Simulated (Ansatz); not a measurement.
SrTiO₃

Input

```
crystal:
  lattice:
    - [3.94405, 0.0, 0.0]
    - [0.0, 3.94405, 0.0]
    - [0.0, 0.0, 3.905]
  atoms:
    - { symbol: Sr, position: [0.0, 0.0, 0.0] }
    - { symbol: Ti, position: [0.5, 0.5, 0.5] }
    - { symbol: O, position: [0.0, 0.5, 0.5] }
    - { symbol: O, position: [0.5, 0.0, 0.5] }
    - { symbol: O, position: [0.5, 0.5, 0.0] }
kpoints:
  mp_grid: { grid: [7, 7, 7] }
scf:
  occupations: { method: fermi_dirac, width: 0.05 }
hamiltonian:
  xc: pbe
  pseudopotentials: { kind: paw }
output:
  forces: true
  stress: true
  eigenvalues: true
  efg: { contact_densities: true }
  write_density: true
  write_potential: true
  elf: true
  volumetric_format: npy
```

Command:

```sh
ansatz run input.yaml --threads 2 --pin off --max-ram 6144MiB --backend cpu --events-out ev --progress --plain --runs-dir out
```

Below, planes, directions and counts refer to the conventional cell (a = 3.94 Å, b = 3.94 Å, c = 3.90 Å, α = 90.00°, β = 90.00°, γ = 90.00°).

Space group P4/mmm; changed on purpose from its base cell (equal xx and yy strain of +1 %, PAW files); computed without spin polarisation.

Theory: DFT, PBE, PAW with Ansatz's default frozen-core files, scalar-relativistic in Ansatz.

**What can the converged valence pseudo-density and electron localisation function tell about the bonding?**

Ti–O (1.97 Å): ρ at the midpoint is about 0.68 e/Å³; the ELF peaks at about 0.85 in the valence shell of O, 0.6 Å from its nucleus, and is about 0.20 at the midpoint; no localised pair shows between them.
Sr–O (2.78 Å): the density is about 0.14 e/Å³ at the midpoint; the ELF is about 0.05 at the midpoint (a largely ionic contact).

**Does the calculation make it a metal, or give it a gap?**

It is gapped, with a Kohn–Sham gap of 1.9 eV on the k-point mesh (the band edges may lie off the mesh, which would make the gap smaller).

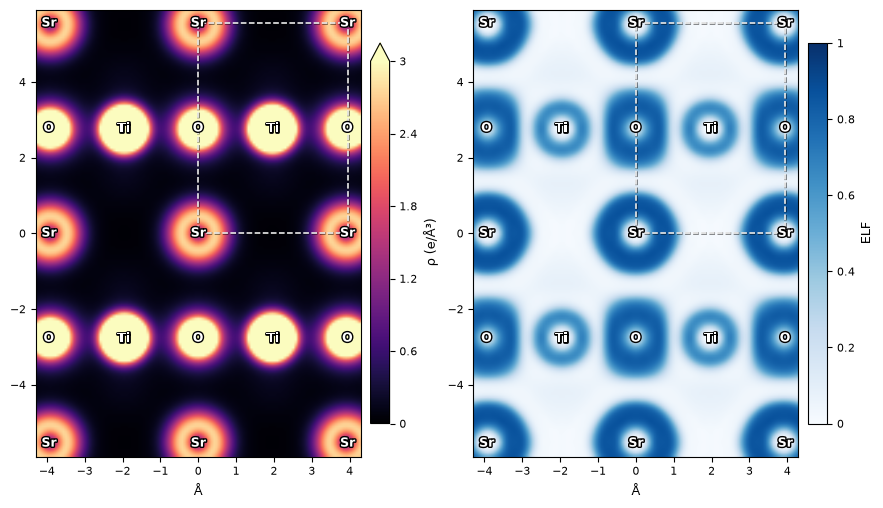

Computed valence pseudo-density and electron localisation function on the (011) plane of the conventional cell, in this order. 

In a PAW calculation such maps are meaningful between the atoms, not at the nuclei.
